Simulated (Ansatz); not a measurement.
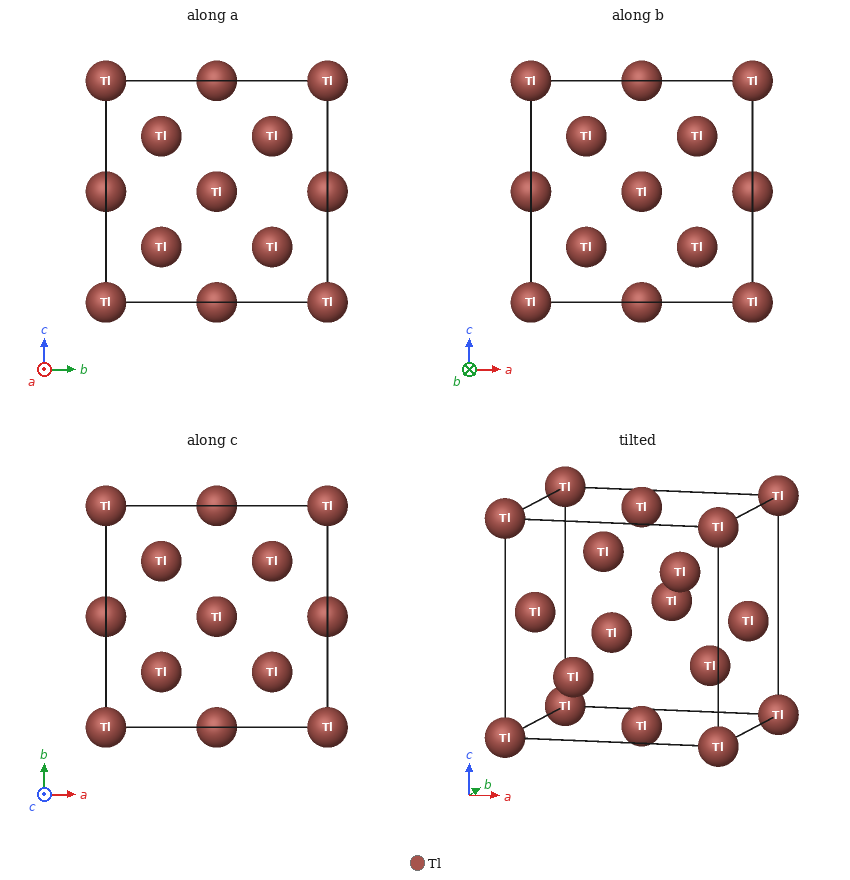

An orthographic spheres-only view of the structure, along the a axis, along the b axis, along the c axis and slightly off an axis. Thin lines show the conventional unit cell, with boundary atoms drawn in all their periodic places.

Lattice parameters: a = 7.2765 Å, b = 7.2765 Å, c = 7.2765 Å, α = 90.000°, β = 90.000°, γ = 90.000°.

Reconstruct the structure as a CIF with its space group and independent sites.

Answer.
```cif
data_structure
_symmetry_space_group_name_H-M 'F d -3 m :1'
_symmetry_Int_Tables_number 227
_cell_length_a 7.2765
_cell_length_b 7.2765
_cell_length_c 7.2765
_cell_angle_alpha 90.000
_cell_angle_beta 90.000
_cell_angle_gamma 90.000
_cell_volume 385.28
loop_
_atom_site_label
_atom_site_type_symbol
_atom_site_symmetry_multiplicity
_atom_site_Wyckoff_symbol
_atom_site_fract_x
_atom_site_fract_y
_atom_site_fract_z
_atom_site_occupancy
Tl1 Tl 8 a 0.2500 0.7500 0.7500 1
```

Origin of the cell: a structure type filled with this element by a generator (whether the element takes this form wasn't checked). Earlier steps of the study may have refined or changed the cell and positions. An electronic-structure calculation with Ansatz was run on it.
